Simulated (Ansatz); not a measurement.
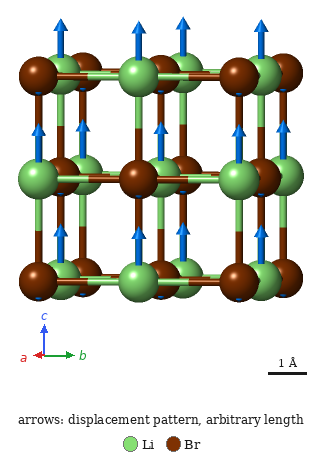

The lowest optical mode of solid LiBr (a generated structure), space group Fm-3m (No. 225), at the zone centre. The blue arrows are the displacements of the atoms (eigenvector over the root of the mass), of arbitrary overall length and sign. A ball-and-stick model of the conventional cell (4 times the calculation's cell), seen from a free direction. Lengths and directions refer to the drawn axes.

All numbers below come from DFT PBE, scalar-relativistic, plane waves, PAW in Ansatz 0.2.0. (plane-wave cutoff 420 eV; k-point mesh 8 × 8 × 8; occupations fixed; no spin polarisation)

Frequencies are those without the non-analytic (LO–TO) term.

Q: Is this crystal at a minimum with respect to the drawn distortion?

A: Yes: this softest mode has a real frequency, and so have all others here. That speaks for this wave vector alone: the rest of the zone wasn't checked in this run. This is the T₁u mode (triply degenerate; one member of the set is drawn) at 141 cm⁻¹, the only optical level, infrared-active by symmetry. The Li sublattice moves against the Br sublattice, along c; it stretches the shortest Br–Li bonds (2.76 Å); the kinetic energy is shared as Li 92 %, Br 8 %. Its infrared intensity is 17 (D/Å)²/amu for the set. The value is the transverse one; the longitudinal partner lies at 321 cm⁻¹.
